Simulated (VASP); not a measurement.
SnSe: space group Pnma (No. 62), a = 11.767 Å, b = 4.209 Å, c = 4.549 Å, α = 90.00°, β = 90.00°, γ = 90.00°. Source: coordinates from a relaxation with VASP, VASP Kohn-Sham DFT of a periodic cell, PBE, VASP PAW PBE potentials, minimal. Forms under 0.4 % of the area are left out.

> Estimate the growth shape by the BFDH rule (face distance proportional to 1/d, absences counted).

The forms computed, by share of the surface:

| form | faces | d (Å) | share of area (%) |
| --- | --- | --- | --- |
| {200} | 2 | 5.883 | 33.1 |
| {101} | 4 | 4.243 | 31.3 |
| {210} | 4 | 3.423 | 22.7 |
| {011} | 4 | 3.089 | 9.9 |
| {111} | 8 | 2.988 | 2.9 |

Widths along a, b and c stand as 1.00 : 2.11 : 1.49.

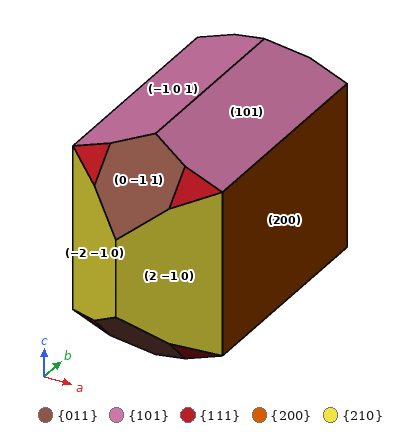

The computed shape, faces indexed. The rule is geometric and ignores bonding and growth conditions.
